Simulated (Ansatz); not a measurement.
# Residual resistivity of an alloy: V(100) with 4 layers of random V-Mo, 2x2

Wanted: resistance against the alloy's length, first V(100) with 4 layers of random V-Mo, 2x2.

Method: Ansatz plane-wave DFT, PBE, PAW files; ballistic transport by layer matching (Landauer), zero bias; PAW set soft_1, in Ansatz 0.2.0.

## Step 1: The starting structure

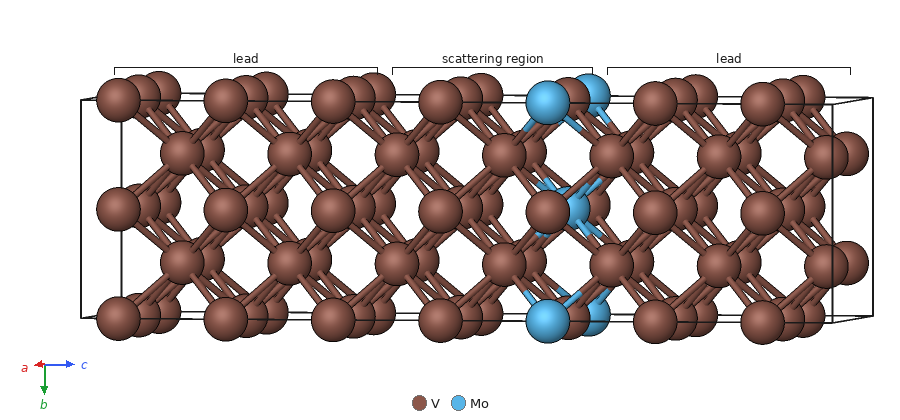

The starting structure, seen from the side, with the c axis across the page (vanadium brown, molybdenum blue). Some periodic images of atoms are drawn too.

The cell holds 56 atoms: 54 V and 2 Mo. Cell: a = 6.052 Å, b = 6.052 Å, c = 21.182 Å, α = 90.0°, β = 90.0°, γ = 90.0°. It derives from V. Regions: lead, 40 atoms (40 V); scattering region, 16 atoms (14 V and 2 Mo). The structure is stacked along c, and the current runs across the ab planes.

## Step 2: With 4 alloy layers

In 4 layers a share of 0.125 of the sites is given to Mo at random. The layers about the cell's end stay perfect and serve as the lead. Energies from -0.05 to 0.05 eV in steps of 0.05 eV are too few for the program's thermal sum, so it prints no conductance; for a metal the transmission near the Fermi level serves, at a fraction of the cost.

File input.yaml:

```yaml
crystal:
  lattice:
    - [6.052, 0.0, 0.0]
    - [0.0, 6.052, 0.0]
    - [0.0, 0.0, 21.182]
  atoms:
    - { symbol: V, position: [0.0, 0.0, 0.0357142857] }
    - { symbol: V, position: [0.0, 0.5, 0.0357142857] }
    - { symbol: V, position: [0.5, 0.0, 0.0357142857] }
    - { symbol: V, position: [0.5, 0.5, 0.0357142857] }
    - { symbol: V, position: [0.25, 0.25, 0.1071428571] }
    - { symbol: V, position: [0.25, 0.75, 0.1071428571] }
    - { symbol: V, position: [0.75, 0.25, 0.1071428571] }
    - { symbol: V, position: [0.75, 0.75, 0.1071428571] }
    - { symbol: V, position: [0.0, 0.0, 0.1785714286] }
    - { symbol: V, position: [0.0, 0.5, 0.1785714286] }
    - { symbol: V, position: [0.5, 0.0, 0.1785714286] }
    - { symbol: V, position: [0.5, 0.5, 0.1785714286] }
    - { symbol: V, position: [0.25, 0.25, 0.25] }
    - { symbol: V, position: [0.25, 0.75, 0.25] }
    - { symbol: V, position: [0.75, 0.25, 0.25] }
    - { symbol: V, position: [0.75, 0.75, 0.25] }
    - { symbol: V, position: [0.0, 0.0, 0.3214285714] }
    - { symbol: V, position: [0.0, 0.5, 0.3214285714] }
    - { symbol: V, position: [0.5, 0.0, 0.3214285714] }
    - { symbol: V, position: [0.5, 0.5, 0.3214285714] }
    - { symbol: V, position: [0.25, 0.25, 0.3928571429] }
    - { symbol: V, position: [0.25, 0.75, 0.3928571429] }
    - { symbol: V, position: [0.75, 0.25, 0.3928571429] }
    - { symbol: V, position: [0.75, 0.75, 0.3928571429] }
    - { symbol: V, position: [0.0, 0.0, 0.4642857143] }
    - { symbol: V, position: [0.0, 0.5, 0.4642857143] }
    - { symbol: V, position: [0.5, 0.0, 0.4642857143] }
    - { symbol: V, position: [0.5, 0.5, 0.4642857143] }
    - { symbol: V, position: [0.25, 0.25, 0.5357142857] }
    - { symbol: V, position: [0.25, 0.75, 0.5357142857] }
    - { symbol: V, position: [0.75, 0.25, 0.5357142857] }
    - { symbol: V, position: [0.75, 0.75, 0.5357142857] }
    - { symbol: Mo, position: [0.0, 0.0, 0.6071428571] }
    - { symbol: V, position: [0.0, 0.5, 0.6071428571] }
    - { symbol: V, position: [0.5, 0.0, 0.6071428571] }
    - { symbol: Mo, position: [0.5, 0.5, 0.6071428571] }
    - { symbol: V, position: [0.25, 0.25, 0.6785714286] }
    - { symbol: V, position: [0.25, 0.75, 0.6785714286] }
    - { symbol: V, position: [0.75, 0.25, 0.6785714286] }
    - { symbol: V, position: [0.75, 0.75, 0.6785714286] }
    - { symbol: V, position: [0.0, 0.0, 0.75] }
    - { symbol: V, position: [0.0, 0.5, 0.75] }
    - { symbol: V, position: [0.5, 0.0, 0.75] }
    - { symbol: V, position: [0.5, 0.5, 0.75] }
    - { symbol: V, position: [0.25, 0.25, 0.8214285714] }
    - { symbol: V, position: [0.25, 0.75, 0.8214285714] }
    - { symbol: V, position: [0.75, 0.25, 0.8214285714] }
    - { symbol: V, position: [0.75, 0.75, 0.8214285714] }
    - { symbol: V, position: [0.0, 0.0, 0.8928571429] }
    - { symbol: V, position: [0.0, 0.5, 0.8928571429] }
    - { symbol: V, position: [0.5, 0.0, 0.8928571429] }
    - { symbol: V, position: [0.5, 0.5, 0.8928571429] }
    - { symbol: V, position: [0.25, 0.25, 0.9642857143] }
    - { symbol: V, position: [0.25, 0.75, 0.9642857143] }
    - { symbol: V, position: [0.75, 0.25, 0.9642857143] }
    - { symbol: V, position: [0.75, 0.75, 0.9642857143] }
kpoints:
  mp_grid: { grid: [4, 4, 1] }
hamiltonian:
  xc: pbe
  pseudopotentials: { kind: paw, azcp: { folder: soft_1 } }
scf:
  occupations: { method: fermi_dirac, width: 0.1 }
output:
  transmission: { leads: [[0, 4]], kmesh: [8, 8], e_range: [-0.05, 0.05], de: 0.05 }
  write_potential: true
  write_density: true
  volumetric_format: npy
```

Launch:

```console
$ ansatz run input.yaml --threads 4 --pin off --max-ram 15360MiB --backend cpu --events-out ev --progress --plain --runs-dir out
```

Numbers of over 12 decimals in the logs are rounded to 6 here.

The program printed:

```text
Engine: ansatz 0.2.0, aarch64-unknown-linux-gnu
Pseudopotentials: kind: paw
Pseudopotential: V, paw, valence charge 13, recommended cutoff 420 eV (normal), soft_1/V.paw.azcp
Pseudopotential: Mo, paw, valence charge 14, recommended cutoff 420 eV (normal), soft_1/Mo.paw.azcp
Functional definition: PBE
  parameter kappa = 0.804
  parameter beta = 0.066725
  exchange = pbe_x(kappa = kappa, mu = beta*pi^2/3)
  correlation = pbe_c(beta = beta)
Crystal: 56 atoms, lattice volume = 775.827 Å³
Basis set: ecut = 420 eV, 15155 PW (Γ)
Bands: 438, of which v1, the nominal top of the filled ones, is band 365 counted from 1 (364 counted from 0)
Symmetry: 32 space group operations
Space group: P4/mmm (ITA 123), of the structure as read, at distance tolerance 9.2e-5 Å
k-points: 6 of 16
Non-local potential: V, projectors of the file, l = 0: 3, l = 1: 2, l = 2: 3, l = 3: 1
Non-local potential: Mo, projectors of the file, l = 0: 3, l = 1: 2, l = 2: 2, l = 3: 1
PAW form: soft (Blöchl's): semilocal exchange-correlation on the pseudo side does not see the compensation charge
PAW one-centre angular grid: V, 590 points (default); XC on 64 Gauss nodes
PAW one-centre angular grid: Mo, 590 points (default); XC on 64 Gauss nodes
Initial density: superposition of atomic densities (chi_scale 0.1, normalization cell, long waves of neutral atoms (reshape's long-wave potential 2.38 eV rms, cloud 3.07 Å wide))
Initial wavefunctions: pseudopotential atomic-orbital guess
Functional: x = pbe(κ = 0.804, μ = 0.219515), c = pbe(β = 0.066725)
SCF iter   1: F=—  HF=-167218.465666 eV  |F-HF|=—  |Δ(HF+E_count)|=         —  Δρ=1.07e-1  dr2=8.75e2  ethr=3.10e-3  ⟨swp⟩=7.2  Hψ=10292  notcnv=0
preconditioner: auto → Kerker (q_TF=auto, 2.701 Å⁻¹)  [metal: Δε(μ)=0.004 eV  Ē_g=3.270 eV  σ=0.100 eV  W_gap=0.01  n_scr=262 (ndim 8)  ℏωp=22.4 eV  f_vac=0.000  D(μ)=78.87/eV (n_scr^D=1020)]
SCF iter   2: F=—  HF=-167187.639028 eV  |F-HF|=—  |Δ(HF+E_count)|=    3.08e1  Δρ=4.45e-2  dr2=1.24e2  ethr=3.10e-3  ⟨swp⟩=4.0  Hψ=5906  notcnv=0
SCF iter   3: F=—  HF=-167184.489217 eV  |F-HF|=—  |Δ(HF+E_count)|=    3.15e0  Δρ=1.75e-2  dr2=3.55e0  ethr=3.10e-3  ⟨swp⟩=5.0  Hψ=7036  notcnv=0
SCF iter   4: F=—  HF=-167184.307913 eV  |F-HF|=—  |Δ(HF+E_count)|=   1.81e-1  Δρ=4.69e-3  dr2=1.22e-1  ethr=4.87e-4  ⟨swp⟩=3.8  Hψ=5012  notcnv=0
SCF iter   5: F=—  HF=-167184.318730 eV  |F-HF|=—  |Δ(HF+E_count)|=   1.08e-2  Δρ=1.65e-3  dr2=3.12e-2  ethr=1.67e-5  ⟨swp⟩=2.3  Hψ=3765  notcnv=0
SCF iter   6: F=—  HF=-167184.317785 eV  |F-HF|=—  |Δ(HF+E_count)|=   9.46e-4  Δρ=7.90e-4  dr2=7.45e-3  ethr=4.27e-6  ⟨swp⟩=2.0  Hψ=3253  notcnv=0
SCF iter   7: F=—  HF=-167184.317323 eV  |F-HF|=—  |Δ(HF+E_count)|=   4.62e-4  Δρ=1.80e-4  dr2=5.23e-4  ethr=1.02e-6  ⟨swp⟩=2.0  Hψ=3367  notcnv=0
SCF iter   8: F=—  HF=-167184.317294 eV  |F-HF|=—  |Δ(HF+E_count)|=   2.92e-5  Δρ=6.41e-5  dr2=5.44e-5  ethr=7.16e-8  ⟨swp⟩=2.0  Hψ=3289  notcnv=0
SCF iter   9: F=—  HF=-167184.317446 eV  |F-HF|=—  |Δ(HF+E_count)|=   1.52e-4  Δρ=1.33e-5  dr2=2.26e-6  ethr=7.45e-9  ⟨swp⟩=2.0  Hψ=3809  notcnv=0
SCF iter  10: F=—  HF=-167184.317446 eV  |F-HF|=—  |Δ(HF+E_count)|=   1.30e-7  Δρ=3.75e-6  dr2=3.22e-7  ethr=3.09e-10  ⟨swp⟩=2.0  Hψ=3533  notcnv=0
SCF iter  11: F=-167184.317446 eV  HF=-167184.317446 eV  |F-HF|=3.41e-8  |Δ(HF+E_count)|=   1.57e-8  Δρ=1.75e-6  dr2=3.49e-8  ethr=1.37e-11  ⟨swp⟩=9.5  Hψ=8369  notcnv=0
SCF 1 converged in 11 iterations: F = -167184.317446 eV  dr2 = 3.49e-8
  greatest PAW one-centre occupation: 1.000 electrons in one spin orbital (limit 2), on the V atom at site 39 (counted from 0), in its partial waves of l = 0
transmission: 42 of 420 steps passed
transmission: 84 of 420 steps passed
[...]
transmission: 420 of 420 steps passed
SCF converged after 11 iterations
Free energy (F): -167184.317446 eV
Harris-Foulkes:  -167184.317446 eV  (|F-HF|=3.41e-8)
Internal energy: -167181.130298 eV  (E = F + TS)
E sigma→0 (E₀):  -167182.723872 eV
Entropy (-TS):   -3.187148 eV (-56.913 meV/atom)
Fermi energy:    16.309002 eV
--- Per-component energies (eV) ---
  E_band       = -8196.923561
  E_kinetic    = 16784.863604
  E_local      = -55407.191071  (includes V_loc(G=0)·N_el)
  E_nonlocal   = 4686.222561
  E_hartree    = 22891.531574
  E_xc         = -6561.987836
  E_vxc        = -8294.785638  (∫ρ·V_xc dr)
  E_paw        = -67180.833299  (= ΣΔE_a)
  E_vpaw       = -11749.155667  (= ΣTr[D̂ρ^β])
  E_aug_tail   = 0.052772  (compensation charges beyond the density's cutoff)
  E_ewald      = -82393.788603
  E_smearing   = -3.187148  (= −TS)
  E_closure    = 0.000000  (closes the sum)
  Σ components = -167184.317446   (vs F -167184.317446, Δ=0.00e0)
--- Band table (eV; the first three rows and the last of 6) ---
  k-point 0: bands = [... 361 lower, 16.6878, 16.6878, 16.6878, 16.7019, 16.7019, 16.7994, 16.8430, 16.8767, ... 69 higher]
  k-point 1: bands = [... 361 lower, 16.5557, 16.5666, 16.5675, 16.5755, 16.5886, 16.6096, 16.6157, 16.6510, ... 69 higher]
  k-point 2: bands = [... 361 lower, 16.2131, 16.2168, 16.2168, 16.2188, 16.2188, 16.2247, 16.2247, 16.2402, ... 69 higher]
  k-point 5: bands = [... 361 lower, 15.8206, 15.8502, 15.8502, 15.8600, 15.8600, 15.8861, 15.8861, 15.9009, ... 69 higher]
--- Transmission ---
  basis      : 325 plane waves across, 28 finite elements along
  points     : 15, standing for a mesh of 8 x 8
  energies   : 3 from -0.050000 to 0.050000 eV about the Fermi level, 0.050000 eV apart; the leads are filled to 0.000000 eV, and channels, transmission and decay are at 0.000000 eV
  crystal 0  : V4, at the sites [0, 4], period 1.5130 Å, over 19.67 Å; its Hamiltonian steps by up to 0.8 meV
    offset         : up to 0.0000 Å between an atom of the period and one for which it stands
    channels       : 1.004688e1 a spin
    conductance    : none, the energies end too early or step too widely for 300 K: set another output.transmission.e_range or a lower de, or, where they end at an eighth of basis.ecutwfc, a higher one
  junction   : crystal 0 to crystal 0, 2.33 to 22.00 Å
    transmission   : 8.603511e0 a spin
    conductance    : none, the energies end too early or step too widely for 300 K: set another output.transmission.e_range or a lower de, or, where they end at an eighth of basis.ecutwfc, a higher one
```

It took 4.7 min on 4 threads of Arm Neoverse V2, shared host; peak memory 6.7 GiB.

The column dr2 measures how far the density is from self-consistency, as an energy; F and HF (Harris–Foulkes) agree once it is small.

This run has no spin polarisation, although V can carry a moment.

This step gave:

| Property | Result |
| --- | --- |
| free energy | -167184.3174 eV |
| energy at zero smearing | -167182.7239 eV |
| Fermi energy | 16.31 eV |
| cell area | 36.63 Å² |
| transmission per spin nearest the Fermi level | 8.604 |
| open channels per spin nearest the Fermi level | 10.05 |
| step of the lead's potential | 0.8 meV |

Per spin. Table of transmission, zone mean by energy, zero at the Fermi level:

```csv
energy (eV),"transmission, zone mean"
-0.0500,8.96
0.0000,8.60
0.0500,8.14
```

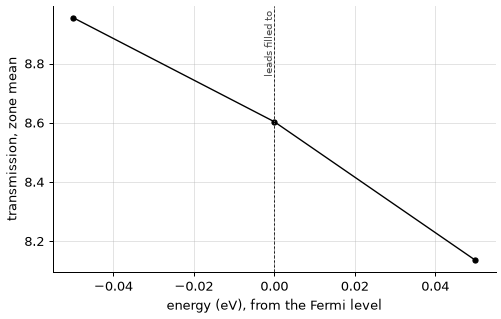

Transmission, zone mean, plotted against energy.

Per spin. Open channels, zone mean, lead against energy, zero at the Fermi level:

```csv
energy (eV),"open channels, zone mean, lead"
-0.0500,10.5
0.0000,10.0
0.0500,9.42
```

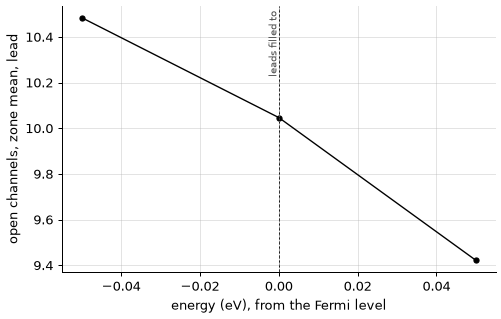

Open channels, zone mean, lead against energy.

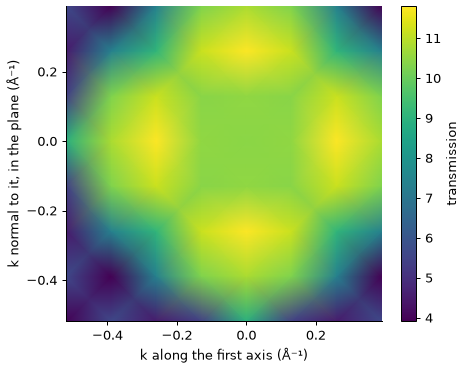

Transmission over k1 and k2. At 0.0000 eV from the Fermi level.

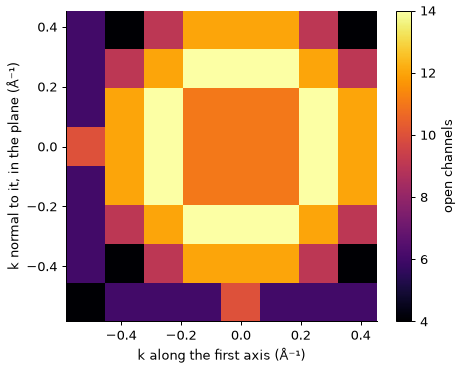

Open channels over k1 and k2. At 0.0000 eV from the Fermi level.

Over the solved energies the transmission per spin lies between 8.14 and 8.96, out of 9.98 channels of the lead on average (up to 10.5).

[end of part 1 of 2]

[Logs are printed without paths, hosts, clocks, repeated set-up lines and the standing remarks that a program may print on its own settings, such as how far it seeks lower states.]

[Hosts, paths, dates, database ids (printed as entryN), source tags and the programs' standing remarks are cut or masked in the printed files.]
